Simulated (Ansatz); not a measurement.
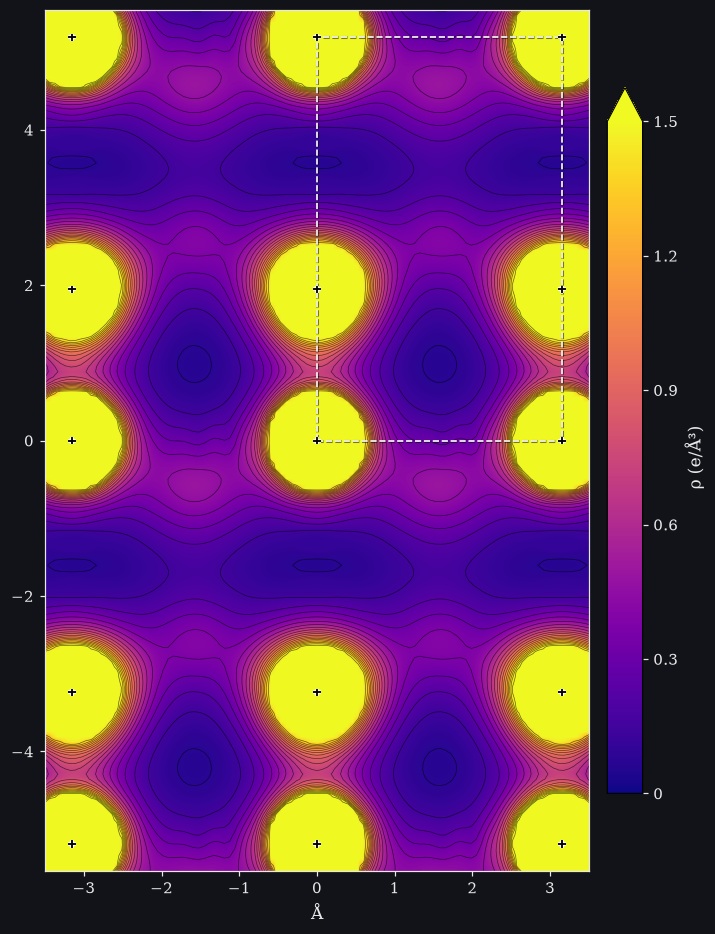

The valence pseudo-density on a plane through atoms (crosses mark nuclei in the plane).

These are results of Ansatz 0.2.0, DFT LDA, scalar-relativistic, plane waves, PAW, not measurements.

Candidates:
A. Ir, a = 3.69 Å, b = 3.69 Å, c = 3.69 Å, α = 90.00°, β = 90.00°, γ = 90.00°. Space group Fm-3m; a generated structure, not necessarily the stable one; computed pressure about 50 GPa in this cell; computed without spin polarisation.
B. Hf, a = 4.48 Å, b = 4.48 Å, c = 2.79 Å, α = 90.00°, β = 90.00°, γ = 120.00°. Space group P6/mmm; a generated structure, not necessarily the stable one; computed pressure about 45 GPa in this cell.
C. GaN, a = 3.15 Å, b = 3.15 Å, c = 5.19 Å, α = 90.00°, β = 90.00°, γ = 120.00°. Space group P6₃mc; computed pressure about −2 GPa in this cell.

Which system is this?

Answer. Candidate C: GaN on the (100) plane of the conventional cell, which holds Ga and N. Ga–N (1.95 Å): ρ is about 0.77 e/Å³ halfway.
